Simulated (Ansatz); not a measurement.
The cell of InN (P6_3mc). Origin of the cell: a calculation's input that goes back to an entry of the Crystallography Open Database (an earlier step may have relaxed or displaced it).

Space group P6_3mc (No. 186). a = 3.533 Å, b = 3.533 Å, c = 5.693 Å, α = 90.00°, β = 90.00°, γ = 120.00°
| atom | site | symmetry | x | y | z |
| --- | --- | --- | --- | --- | --- |
| In | 2b | 3m. | 0.3333 | 0.6667 | 0.0000 |
| N | 2b | 3m. | 0.3333 | 0.6667 | 0.3750 |

At each point the valence sum V of a Mg2+ ion is computed from the anions within 5 Å (s = exp((R0 − d)/b), R0 fitted to published crystal structures with b = 0.37 Å; R0: Mg2+–N 1.814 Å). Points too close to the other cations are excluded (2.1 Å from In). Mg2+ is a guest here, not part of the formula. This is an empirical screen for pathways, not an energy calculation.

**Along which directions could Mg2+ move by this screen?**

No path opens below 1.4 v.u. These are grid estimates, good to about 0.1 v.u.

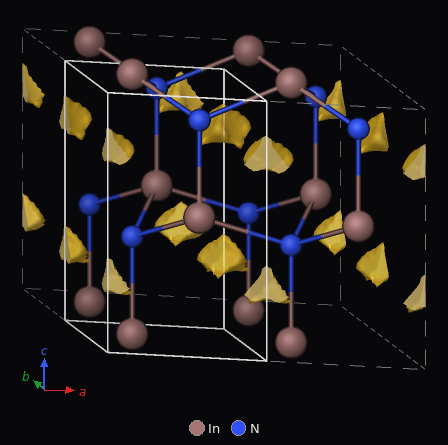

Bond-valence mismatch map for Mg2+ in InN (P6_3mc, No. 186): the yellow surface encloses the points where |V − 2| < 0.7 v.u. (2×2×1 cells, view slightly off an axis). Pale faces close the region where the drawn box cuts it.
